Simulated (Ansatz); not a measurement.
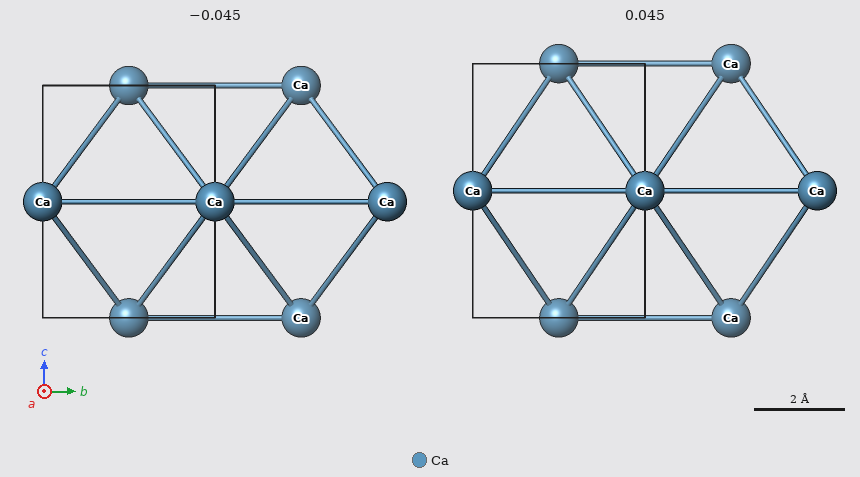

A crystal of Ca (set up in Immm), under strain along c alone (the other axes held, atoms fixed by symmetry), with energies (extrapolated to zero smearing) counted from the relaxed crystal, which is the row at zero; the cubic crystal is set up in a tetragonal cell with a = a(cubic)/√2 and c = a(cubic). The picture shows the first and the last member. A ball-and-stick model of the cell of the calculation, repeated 1 × 2 × 1 with one cell outlined, seen along the a axis.

Computed with Ansatz 0.2.0: DFT PBEsol, scalar-relativistic, plane waves, PAW. (plane-wave cutoff 420 eV; k-point mesh 12 × 12 × 8; occupations gaussian; smearing width 0.1 eV; no spin polarisation)

```tsv
strain	energy (meV/atom)	a (Å)	b (Å)	c (Å)
−0.045	5.28	3.856	3.858	5.203
−0.03	2.19	3.856	3.858	5.285
−0.015	0.45	3.856	3.858	5.367
0.0	0.00	3.856	3.858	5.448
0.015	?	?	?	?
0.03	2.80	3.856	3.858	5.612
0.045	5.98	3.856	3.858	5.693
```

> Fill in the missing row.

A parabola through three neighbouring rows (−0.015, 0.0, 0.03) gives, with Lagrange weights, (−0.3333)(0.45) + (1.0000)(0.00) + (0.3333)(2.80) = 0.78 meV/atom. The calculation gives 0.79 meV/atom (a = 3.856 Å, b = 3.858 Å, c = 5.530 Å). The estimate is 0.01 meV/atom too low. From the first member to the last: Ca–Ca 3.769 → 3.942 Å.

The whole series:

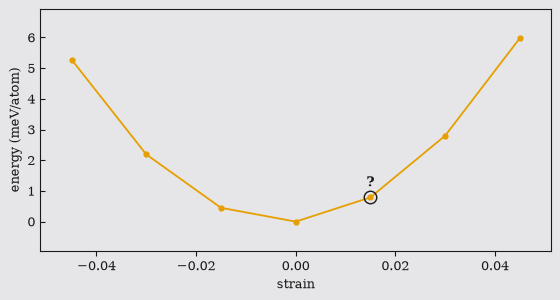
